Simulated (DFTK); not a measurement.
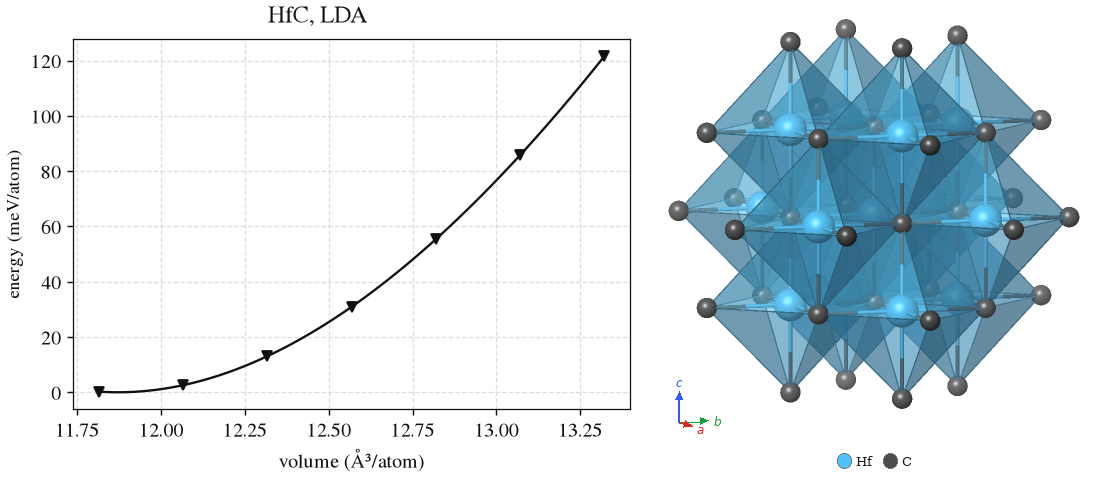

The picture above shows the energy against volume for HfC, space group Fm-3m (No. 225). The conventional cell is drawn beside the plot.

Starting cell:
```
Hf C
1.0
     0.00000    2.32500    2.32500
     2.32500    0.00000    2.32500
     2.32500    2.32500    0.00000
Hf C
1 1
Direct
  0.50000 0.50000 0.50000
  0.00000 0.00000 0.00000
```

Calculation (DFTK 0.8.2): plane-wave DFT, no spin polarisation; energies at scaled volumes of the given cell, shape and fractions fixed, counted from the fit's minimum, third-order Birch-Murnaghan fit. Level: LDA.

| setting | value |
| --- | --- |
| k mesh | 7×7×7 |
| occupations | Fermi–Dirac |
| smearing width | 0.05 eV |
| potentials | dojo.nc.sr.lda.v0_4_1.standard |
| wave cutoff | 1116 eV |

From this curve and the settings, what does the calculation give for the pressure at the same points?

The pressure falls from 1.25 GPa at volume 11.81 Å³/atom to −24.47 GPa at 13.32 Å³/atom, and changes sign near 11.87 Å³/atom.

```csv
volume (Å³/atom),pressure (GPa)
11.81,1.25
12.07,-4.24
12.32,-9.18
12.57,-13.63
12.82,-17.63
13.07,-21.23
13.32,-24.47
```
